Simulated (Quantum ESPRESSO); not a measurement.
**LiCl (Fm-3m): a worked LO-TO splitting**

Wanted: the LO mode of LiCl (Fm-3m) from the TO mode and the field response.

Program: Quantum ESPRESSO 7.5. Level of theory: DFT LDA, scalar-relativistic, plane waves, PseudoDojo norm-conserving pseudopotentials. Results are calculated unless marked as measured.

The database entry behind the starting cell differs from later determinations by our own check (0.1 to 0.3 % short, probably kX units), so it need not match the best structure at ambient conditions.

## Step 1: The relaxed structure

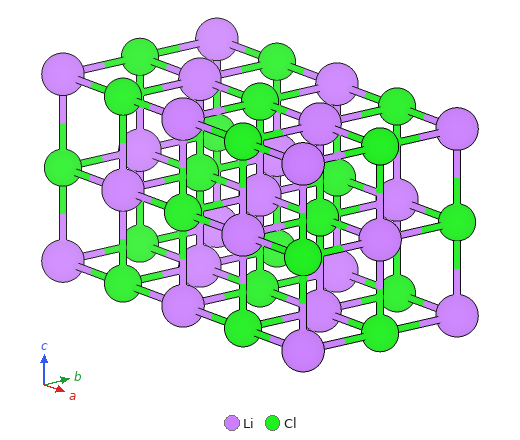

The cell as given, from a free direction (lithium purple, chlorine green). 2×1×1 cells are drawn. This picture shows the conventional cell, with its axes. Some periodic images of atoms are drawn too.

As a file:

```
CELL_PARAMETERS angstrom
-2.48221 0.00000 2.48221
0.00000 2.48221 2.48221
-2.48221 2.48221 0.00000
ATOMIC_POSITIONS crystal
Li 0.00000 0.00000 0.00000
Cl 0.50000 0.50000 0.50000
```

This is the cell after its relaxation at this level of theory, not the database cell from which that began.

## Step 2: What the response run gave

A linear-response run on the relaxed cell, with the response to an electric field; only its zone-centre results are used. Cutoff 81 Ry, k mesh 8×8×8.

The program printed:

```text
[banners, grids, parts of the stress and lines that vanish by symmetry left out]
Program PHONON v.7.5
     Reading xml data from directory:

[...]
Exchange-correlation= PW
                           (   1   4   0   0   0   0   0)
[...]
(   8 q-points):
[...]
kinetic-energy cut-off    =      81.0000  Ry
     charge density cut-off    =     324.0000  Ry
     convergence threshold     =      1.0E-18
[...]
Exchange-correlation= PW
                           (   1   4   0   0   0   0   0)
[...]
q = (   0.0000000   0.0000000   0.0000000 )
     49 Sym.Ops. (with q -> -q+G )
     G cutoff =  722.3012  (  20179 G-vectors)     FFT grid: ( 40, 40, 40)
     number of k points=    29
[...]
Mode symmetry, O_h (m-3m)  point group:
[...]
Dielectric constant
[...]
End of electric fields calculation
          Dielectric constant in cartesian axis
          (       3.189027532       0.000000000      -0.000000000 )
          (       0.000000000       3.189027532       0.000000000 )
          (      -0.000000000       0.000000000       3.189027532 )
          Effective charges (d Force / dE) in cartesian axis without acoustic sum rule applied (asr)
           atom    1  Li    Mean Z*:        1.16591
      Ex  (        1.16591       -0.00000        0.00000 )
      Ey  (       -0.00000        1.16591        0.00000 )
      Ez  (        0.00000        0.00000        1.16591 )
           atom    2  Cl    Mean Z*:       -1.16681
      Ex  (       -1.16681        0.00000        0.00000 )
      Ey  (        0.00000       -1.16681       -0.00000 )
      Ez  (        0.00000       -0.00000       -1.16681 )
          Effective charges Sum: Mean:       -0.00090
[...]
Effective charges (d Force / dE) in cartesian axis with asr applied:
           atom    1  Li    Mean Z*:        1.16636
[...]
atom    2  Cl    Mean Z*:       -1.16636
[...]
Representation #   1 modes #   1   2   3
[...]
End of self-consistent calculation
     Convergence has been achieved
     Representation #   2 modes #   4   5   6
[...]
End of self-consistent calculation
     Convergence has been achieved
[...]
Dielectric constant in cartesian axis
          (       3.189027532       0.000000000      -0.000000000 )
          (       0.000000000       3.189027532       0.000000000 )
          (      -0.000000000       0.000000000       3.189027532 )
          Effective charges (d Force / dE) in cartesian axis without acoustic sum rule applied (asr)
           atom    1  Li    Mean Z*:        1.16591
[...]
Mode symmetry, C_s (m)     point group:
[...]
q = (    0.750000000  -0.250000000   0.750000000 )
[...]
Mode symmetry, C_s (m)     point group:
     freq (   1-   1) =        130.9  [cm-1]   --> A''
     freq (   2-   2) =        160.6  [cm-1]   --> A'
     freq (   3-   3) =        189.0  [cm-1]   --> A'
     freq (   4-   4) =        236.3  [cm-1]   --> A''
     freq (   5-   5) =        249.4  [cm-1]   --> A'
     freq (   6-   6) =        325.0  [cm-1]   --> A'
[...]
Mode symmetry, C_2v (mm2)  point group:
[...]
q = (    0.500000000   0.000000000   0.500000000 )
[...]
Mode symmetry, C_2v (mm2)  point group:
     freq (   1-   1) =        127.7  [cm-1]   --> B_1  D_3  S_3
     freq (   2-   2) =        144.2  [cm-1]   --> B_2  D_4  S_4
     freq (   3-   3) =        191.9  [cm-1]   --> A_1  D_1  S_1
     freq (   4-   4) =        230.3  [cm-1]   --> B_1  D_3  S_3
     freq (   5-   5) =        248.2  [cm-1]   --> B_2  D_4  S_4
     freq (   6-   6) =        360.6  [cm-1]   --> A_1  D_1  S_1
[...]
Mode symmetry, D_4h(4/mmm) point group:
[...]
Convergence has been achieved
[...]
Convergence has been achieved
[...]
Convergence has been achieved
[...]
Convergence has been achieved
[...]
q = (    0.000000000  -1.000000000   0.000000000 )
[...]
freq (    5) =       7.255273 [THz] =     242.009842 [cm-1]
     freq (    6) =       7.963074 [THz] =     265.619558 [cm-1]
[...]
Mode symmetry, D_4h(4/mmm) point group:
     freq (   1-   2) =        128.4  [cm-1]   --> E_u  X_5' M_5'
     freq (   3-   3) =        193.0  [cm-1]   --> A_2u X_4' M_4'
     freq (   4-   5) =        242.0  [cm-1]   --> E_u  X_5' M_5'
     freq (   6-   6) =        265.6  [cm-1]   --> A_2u X_4' M_4'
[...]
Mode symmetry, D_2d (-42m) point group:
[...]
Representation #   1 mode #   1
[...]
Convergence has been achieved
     Representation #   2 mode #   2
[...]
Convergence has been achieved
     Representation #   3 modes #   3   4
[...]
End of self-consistent calculation
     Convergence has been achieved
     Representation #   4 modes #   5   6
[...]
End of self-consistent calculation
     Convergence has been achieved
[...]
q = (   -0.500000000  -1.000000000   0.000000000 )
[...]
freq (    1) =       4.913647 [THz] =     163.901621 [cm-1]
     freq (    2) =       5.085494 [THz] =     169.633824 [cm-1]
     freq (    3) =       5.085494 [THz] =     169.633824 [cm-1]
     freq (    4) =       7.666202 [THz] =     255.716974 [cm-1]
     freq (    5) =       7.666202 [THz] =     255.716974 [cm-1]
     freq (    6) =       8.263014 [THz] =     275.624486 [cm-1]
[...]
Mode symmetry, D_2d (-42m) point group:
     freq (   1-   1) =        163.9  [cm-1]   --> A_1  X_1  W_1
     freq (   2-   3) =        169.6  [cm-1]   --> E    X_5  W_3
     freq (   4-   5) =        255.7  [cm-1]   --> E    X_5  W_3
     freq (   6-   6) =        275.6  [cm-1]   --> B_2  X_3  W_2

   JOB DONE.
```

```
                       quantity   value
             cell volume Ω (Å³)  30.587
                 mass of Li (u)   6.940
                 mass of Cl (u)  35.450
     Born charge of Li, raw (e)   1.166
     Born charge of Cl, raw (e)  -1.167
                             ε∞   3.189
ω(TO) after the sum rule (cm⁻¹)   228.6
```

## Step 3: The calculation

The charges must sum to zero over the cell; taking off their mean, 0.000 e, leaves Z* = 1.166 e on Li. In the polar mode Li moves against Cl, so the reduced mass is μ = 6.94 × 35.45 / 42.39 = 5.804 u.

A longitudinal wave builds up a field that adds to the restoring force: ω(LO)² = ω(TO)² + 4π Z*² / (μ Ω ε∞), in Hartree atomic units. With μ = 10580 electron masses and Ω = 206.41 bohr³ the second term is 2.4547e-06 Ha², or 118241 cm⁻² (1 Ha = 219474.6 cm⁻¹).

So ω(LO) = √(52258 + 118241) = 412.9 cm⁻¹, and by the Lyddane-Sachs-Teller relation ε₀ = ε∞ (ω(LO)/ω(TO))² = 10.40.

## Step 4: Check against the program

The analysis program adds the same non-analytic term to the full matrix, here for q along (1 0 0).

The program printed:

```text
[banner, memory and clock lines left out]
Program DYNMAT v.7.5

     Reading Dynamical Matrix from file x.dyn1
     ...Force constants read
     ...epsilon and Z* read

     Polarizability (A^3 units)
     multiply by 0.578143 for Clausius-Mossotti correction
         5.328247    0.000000   -0.000000
         0.000000    5.328247    0.000000
        -0.000000    0.000000    5.328247

     IR activities are in (D/A)^2/amu units

# mode   [cm-1]    [THz]      IR
    1     -0.00   -0.0000    0.0000
    2     -0.00   -0.0000    0.0000
    3      0.00    0.0000    0.0000
    4    228.60    6.8531    5.4078
    5    228.60    6.8531    5.4078
    6    412.91   12.3789    5.4078
```

ε₀ comes from the program's run without a direction of q.

```
    quantity  by hand  program
ω(LO) (cm⁻¹)    412.9    412.9
          ε₀    10.40    10.40
```

## Step 5: Summary of results

| Item | Value |
| --- | --- |
| TO mode | 228.6 cm⁻¹ |
| LO mode | 412.9 cm⁻¹ |
| static dielectric constant | 10.40 |

**Reading.** The LO mode of LiCl (Fm-3m) lies at 413 cm⁻¹, 184 cm⁻¹ above the TO mode; the formula meets the program within 0.1 cm⁻¹, as it must for a cubic crystal with one polar mode. ω(LO)² − ω(TO)² goes with Z*²/ε∞: an error of 5 % in ε∞ would move the LO mode by 6.9 cm⁻¹, and semilocal functionals tend to overestimate ε∞. These are harmonic values at zero temperature, at the volume of this functional, for the structure held cubic; stability elsewhere in the zone is no part of this calculation.

[Host names and launcher messages were left out of these logs when they were recorded.]

[Logs are printed without paths, hosts, clocks, repeated set-up lines and the standing remarks that a program may print on its own settings, such as how far it seeks lower states.]

[Hosts, paths, dates, database ids (printed as entryN), source tags and the programs' standing remarks are cut or masked in the printed files.]
